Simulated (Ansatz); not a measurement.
# C: 5 runs along one coordinate

System: C (P6₃/mmc, 4 atoms in the cell).
Method: DFT PBE+D3(BJ), scalar-relativistic, plane waves, PAW, PAW set soft_1, no spin polarisation (Ansatz 0.2.0).

The 5 runs differ only in the geometry, by a strain of the cell at fixed fractional positions. Against run 3, the strain is εxx = −0.48 η, εyy = −0.48 η and εzz = η. The structure derives from an entry of the Crystallography Open Database.

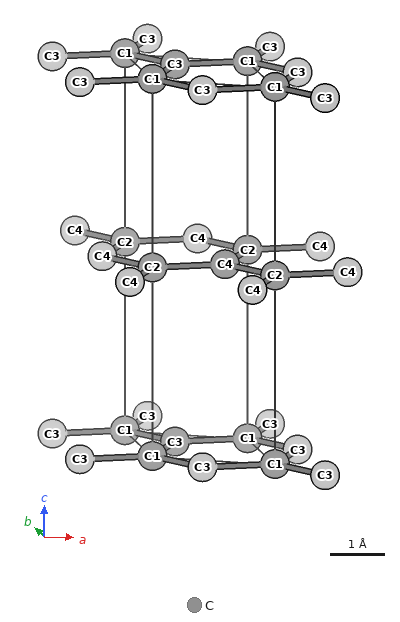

Figure 1. The structure of run 3 (ball-and-stick view of the cell of the calculation, seen slightly off an axis; neighbours outside the cell are drawn fainter; atoms are numbered from 1 in the order of the input). An atom can appear more than once, as a periodic image.

**Input of run 3**
```yaml
crystal:
  lattice:
    - [2.4149974701, 0.0, 0.0]
    - [-1.2074987351, 2.0914491592, 0.0]
    - [0.0, 0.0, 7.2336419223]
  atoms:
    - { symbol: C, position: [0.0, 0.0, 0.0025] }
    - { symbol: C, position: [0.0, 0.0, 0.5025] }
    - { symbol: C, position: [0.3333333333, 0.6666666667, 0.0025] }
    - { symbol: C, position: [0.6666666667, 0.3333333333, 0.5025] }
basis:
  ecutwfc: 520.0
kpoints:
  mp_grid: { grid: [21, 21, 8] }
hamiltonian:
  xc: pbe
  pseudopotentials: { kind: paw, azcp: { folder: soft_1 } }
  dispersion: d3bj
scf:
  occupations: { method: gaussian, width: 0.15 }
output:
  forces: true
  stress: true
  eigenvalues: true
```

Command:
```bash
ansatz run input.yaml --threads 2 --pin off --max-ram 4096MiB --backend cpu --events-out ev --progress --plain --runs-dir out
```

Lattice vectors (Å) and fractional positions of run 3:
```
   2.414997    0.000000    0.000000
  -1.207499    2.091449    0.000000
   0.000000    0.000000    7.233642
C   0.000000  0.000000  0.002500
C   0.000000  0.000000  0.502500
C   0.333333  0.666667  0.002500
C   0.666667  0.333333  0.502500
```

Run 2 differs from it as follows:
```diff
-    - [2.4149974701, 0.0, 0.0]
-    - [-1.2074987351, 2.0914491592, 0.0]
-    - [0.0, 0.0, 7.2336419223]
+    - [2.4519234798, 0.0, 0.0]
+    - [-1.2259617399, 2.1234280216, 0.0]
+    - [0.0, 0.0, 7.0174049992]
```

**Results, with one run withheld**

| run | strain parameter η (%) | free energy per atom, from the lowest run given (meV) | pressure (GPa) |
| --- | --- | --- | --- |
| 1 | −17.4774 | 225.96 | −42.08 |
| 2 | −3.0465 | ? | ? |
| 3 | 0.0000 | 0.00 | 17.90 |
| 4 | 3.0918 | 69.63 | 32.41 |
| 5 | 6.2337 | 177.81 | 47.16 |

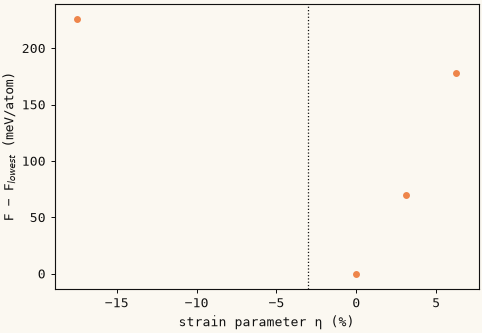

Figure 2. Free energy per atom of the runs given; the dotted line marks run 2.

What should run 2 give?

A quadratic polynomial in the coordinate, fitted to the 4 runs given, misses them by at most 1.03 meV per atom. With x = η + 2.0380, it reads F = −29.279 + 10.5 x + 1.7509 x² (meV per atom). At run 2 it gives −38.09 meV per atom, and the run itself gives −32.03. The fit has its minimum at η = −5.0365 %. The fit misses that run by 6.06 meV per atom.

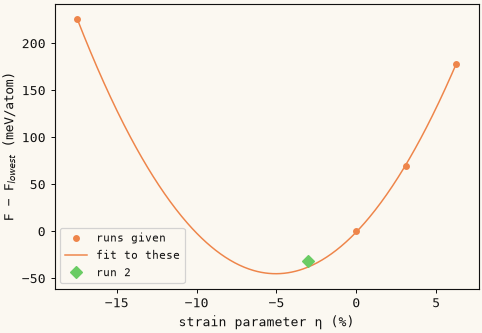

Figure 3. The fit and the withheld run.

**Output, shortened to warnings, some set-up lines, iterations and results (run 2)**
```
Basis set: ecut = 520 eV, 993 PW (Γ), exchange–correlation on 40×40×108 points (8 copies of the dense FFT grid, shifted against one another)
Symmetry: 24 space group operations
k-points: 240 of 3528
Initial density: superposition of atomic densities (chi_scale 0.1, normalization cell)
[...]
SCF iter   1: F=—  HF=-1006.621674 eV  |F-HF|=—  |Δ(HF+E_count)|=         —  Δρ=1.29e-1  dr2=5.34e0  ethr=3.10e-3  ⟨swp⟩=5.3  Hψ=16348  notcnv=0
SCF iter   2: F=—  HF=-1005.310935 eV  |F-HF|=—  |Δ(HF+E_count)|=    1.31e0  Δρ=7.58e-2  dr2=2.25e0  ethr=3.10e-3  ⟨swp⟩=2.9  Hψ=7628  notcnv=0
SCF iter   3: F=—  HF=-1004.322447 eV  |F-HF|=—  |Δ(HF+E_count)|=   9.88e-1  Δρ=7.69e-3  dr2=1.07e-2  ethr=3.10e-3  ⟨swp⟩=3.5  Hψ=8627  notcnv=0
SCF iter   4: F=—  HF=-1004.332750 eV  |F-HF|=—  |Δ(HF+E_count)|=   1.03e-2  Δρ=8.66e-4  dr2=1.97e-4  ethr=6.66e-5  ⟨swp⟩=2.2  Hψ=6083  notcnv=0
SCF iter   5: F=—  HF=-1004.333012 eV  |F-HF|=—  |Δ(HF+E_count)|=   2.62e-4  Δρ=1.25e-4  dr2=4.73e-6  ethr=1.23e-6  ⟨swp⟩=2.2  Hψ=4570  notcnv=0
SCF iter   6: F=—  HF=-1004.333000 eV  |F-HF|=—  |Δ(HF+E_count)|=   1.17e-5  Δρ=1.98e-5  dr2=8.07e-8  ethr=6.25e-10  ⟨swp⟩=6.3  Hψ=20645  notcnv=0
SCF iter   7: F=-1004.333001 eV  HF=-1004.333001 eV  |F-HF|=3.64e-10  |Δ(HF+E_count)|=   8.92e-8  Δρ=3.56e-6  dr2=3.04e-9  ethr=5.04e-10  ⟨swp⟩=3.0  Hψ=11305  notcnv=0
SCF 1 converged in 7 iterations: F = -1004.333001 eV  dr2 = 3.04e-9
SCF converged after 7 iterations
Free energy (F): -1004.333001 eV
Harris-Foulkes:  -1004.333001 eV  (|F-HF|=3.64e-10)
Internal energy: -1004.332102 eV  (E = F + TS)
E sigma→0 (E₀):  -1004.332551 eV
Entropy (-TS):   -0.000899 eV (-0.225 meV/atom)
Fermi energy:    6.632035 eV
--- Per-component energies (eV) ---
  E_band       = -40.980605
  E_kinetic    = 355.910105
  E_local      = -639.700133  (includes V_loc(G=0)·N_el)
  E_nonlocal   = 94.207879
  E_hartree    = 206.083963
  E_xc         = -188.315851
  E_vxc        = -231.936533  (∫ρ·V_xc dr)
  E_paw        = -400.625592  (= ΣΔE_a)
  E_vpaw       = -31.631000  (= ΣTr[D̂ρ^β])
  E_aug_tail   = -0.000000  (compensation charges beyond the density's cutoff)
  E_ewald      = -431.299217
  E_disp       = -0.593255  (pairwise vdW)
  E_smearing   = -0.000899  (= −TS)
  E_closure    = 0.000000  (closes the sum)
  Σ components = -1004.333001   (vs F -1004.333001, Δ=0.00e0)
--- Forces (eV/Å), atoms counted from 1 ---
  atom   1  C      0.00000000     0.00000000    -0.00000000
  atom   2  C     -0.00000000    -0.00000000     0.00000000
  atom   3  C      0.00000000    -0.00000000     0.00000000
  atom   4  C     -0.00000000     0.00000000    -0.00000000
  max |Σ_I F_I| component: 1.11e-16 eV/Å
--- Stress (GPa, compression-positive) ---
        6.932043      -0.000000       0.000000
       -0.000000       6.932043      -0.000000
        0.000000      -0.000000      -1.071957
  P = ⅓ Tr σ = 4.2640 GPa (42.640 kbar)
```
